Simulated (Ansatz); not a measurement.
## Electronic structure of Zn₄HO₄ (slab) in real space

Input

```
crystal:
  lattice:
    - [3.1873336251, 0.0, 0.0]
    - [-1.5936668126, 2.7603118897, 0.0]
    - [0.0, 0.0, 23.6871766474]
  atoms:
    - { symbol: O, position: [0.3333333333, 0.6666666667, 0.1688677405] }
    - { symbol: Zn, position: [0.6666666667, 0.3333333333, 0.1953153449] }
    - { symbol: O, position: [0.6666666667, 0.3333333333, 0.2776361956] }
    - { symbol: Zn, position: [0.3333333333, 0.6666666667, 0.3040838] }
    - { symbol: O, position: [0.3333333333, 0.6666666667, 0.3900077075] }
    - { symbol: Zn, position: [0.6666666667, 0.3333333333, 0.4102106352] }
    - { symbol: O, position: [0.6666666667, 0.3333333333, 0.4989401734] }
    - { symbol: Zn, position: [0.3333333333, 0.6666666667, 0.514505246] }
    - { symbol: H, position: [0.3333333333, 1.1666666667, 0.5269757192], spin: 1.0 }
basis:
  ecutwfc: 420
kpoints:
  mp_grid: { grid: [9, 9, 1] }
hamiltonian:
  xc: lda
  pseudopotentials: { kind: paw, azcp: { folder: soft_1 } }
scf:
  occupations: { method: gaussian, width: 0.05 }
output:
  forces: true
  eigenvalues: true
  populations: true
  write_density: true
  write_potential: true
  elf: true
  volumetric_format: npy
magnetization:
  spin_polarized: true
relax:
  adjacent_minimum: "off"
  f_tol: 0.025
  max_steps: 16
  constraints: [{ sites: [0, 1, 2, 3, 4, 5, 6, 7] }, { sites: [8], fix: xy }]
efield:
  axis: 3
  dipole_correction: true
  ramp_width: 0.04
```

Command:

```sh
ansatz run input.yaml --threads 4 --pin off --max-ram 12288MiB --backend cpu --events-out ev --progress --plain --runs-dir out
```

The fields are those of the run's last geometry, not of the input's.

A point of a scan over the structure, not its minimum; not relaxed (largest force 2.0 eV/Å); the SCF solution may not be the lowest one; PAW files of the earlier set (soft_1); the program warned that a starting moment wasn't kept; spin-polarised.

Level of theory: DFT LDA, scalar-relativistic, plane waves, PAW in Ansatz 0.2.0.

In a PAW calculation such maps are meaningful between the atoms, not at the nuclei.

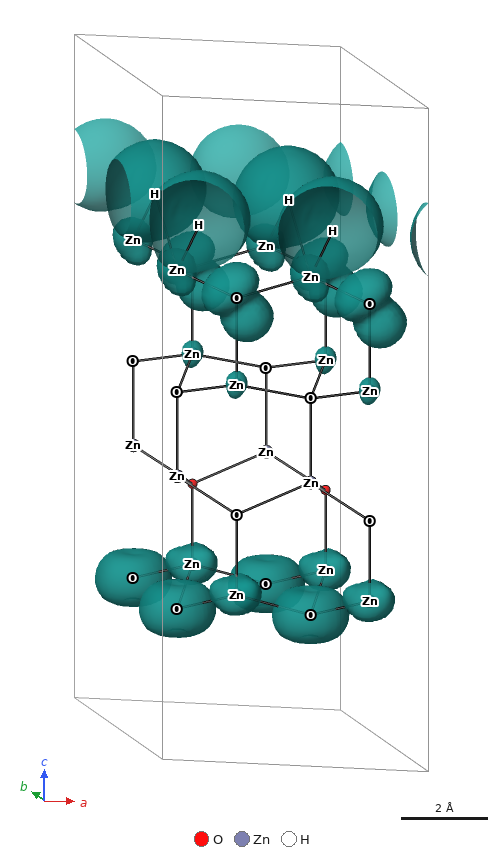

Figure 1. Isosurface of the spin density at +0.01 e/Å³ (teal), seen slightly off an axis. Sticks mark near contacts.

Where is the spin, and how is it ordered?

Answer. The spin density sits on H: +0.4 μB in one cell of 9 atoms, with smaller moments on other sites: O (up to +0.11 μB): with much of the spin spread outside that site. The cell of the calculation (9 atoms) carries 0.8 μB of net spin moment.

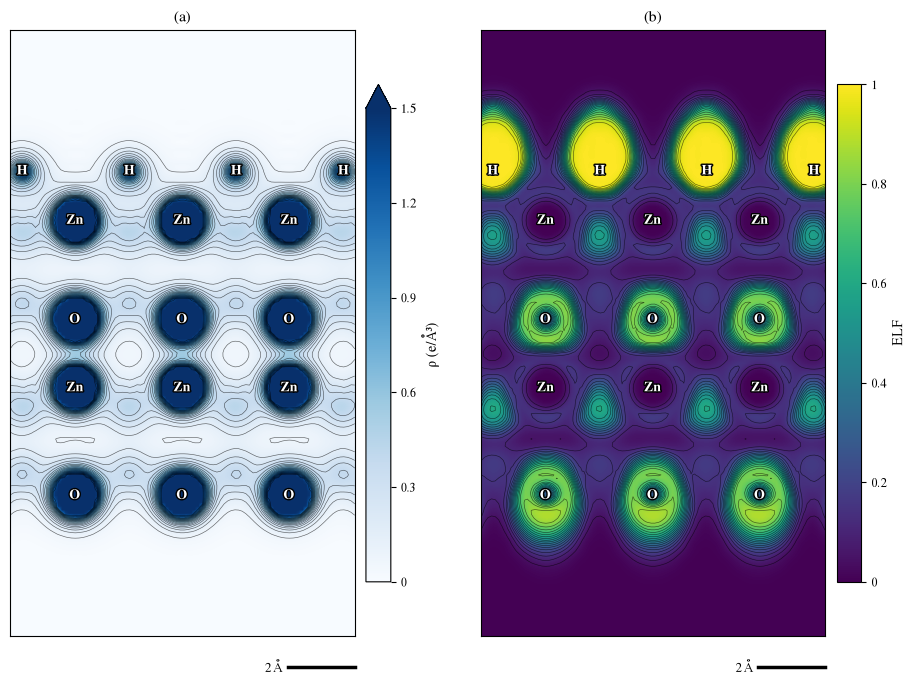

Figure 2. (a) valence charge density (pseudo); (b) electron localisation function on the (100) plane of the calculation cell, a cut from vacuum to vacuum.

What does the map show?

Answer. The section cuts through O, Zn and H sites. Atoms just off the plane (Zn, 0.9 Å away and O, 0.9 Å away) can leave unmarked features too. Zn–H (2.17 Å): ρ at the midpoint is about 0.26 e/Å³; the ELF climbs to about 1 towards the hydrogen. Zn–O (2.04 Å): ρ is about 0.56 e/Å³ halfway; the ELF peaks at about 0.85 in the valence shell of O, 0.6 Å from its nucleus, and is about 0.20 at the midpoint; no localised pair shows between them. The density dies away to nearly zero in the vacuum. The ELF also peaks beside O, away from the bonds: non-bonding electrons, paired or unpaired.

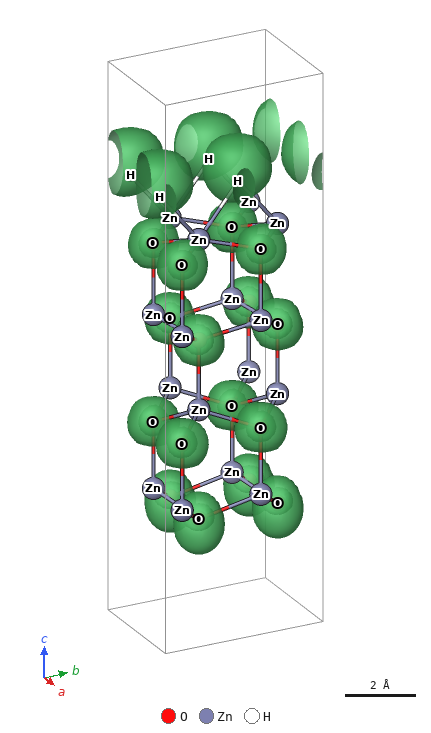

Figure 3. Isosurface of the ELF at 0.75 (green), seen slightly off an axis. Core shells and regions of very low density are left out. Sticks mark near contacts.

Where are the electrons localised?

Answer. The ELF exceeds this value in one region around a hydrogen nucleus and four regions wrapped around O (the valence shell of each), counted in one cell of 9 atoms. Counts are for one cell; the picture repeats the cell along the surface. Profiles from the grid: Zn–O (1.88 Å): the ELF peaks at about 0.85 in the valence shell of O, 0.6 Å from its nucleus, and is about 0.25 at the midpoint: no shared electron pair shows on this line.
